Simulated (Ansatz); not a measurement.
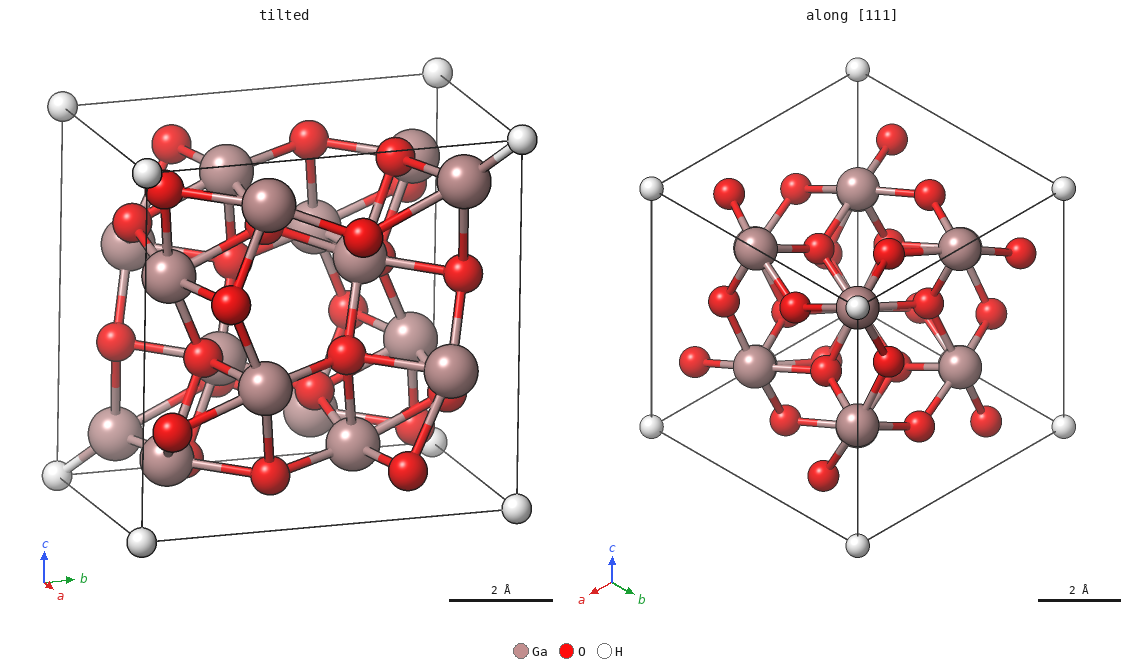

The crystal in a ball-and-stick representation, seen slightly off an axis and along [111]. The parallelepiped is the simulation cell. Cell: a = 7.398 Å, b = 7.398 Å, c = 7.398 Å, α = 86.26°, β = 86.26°, γ = 86.26°.

What is this?

- The material is Ga₁₆HO₂₄.
- Space group R-3 (No. 148), lattice rhombohedral (trigonal R).
- The cell has 41 atoms, namely 16 Ga, 1 H, 24 O.
- The neighbours of O are four Ga at about 1.9 to 2.3 Å. H is coordinated by two Ga in a linear arrangement at about 1.7 Å.
- Coordination numbers (contacts within bonding distance): Ga 6 to 7 (mean 6.1).
- The bonds build a three-dimensional framework.

Starting structure: a structure listed in the Materials Project, repeated into a supercell with a point defect put in. The atoms were relaxed in a fixed cell with Ansatz 0.2.0, DFT PBE, scalar-relativistic, plane waves, PAW.
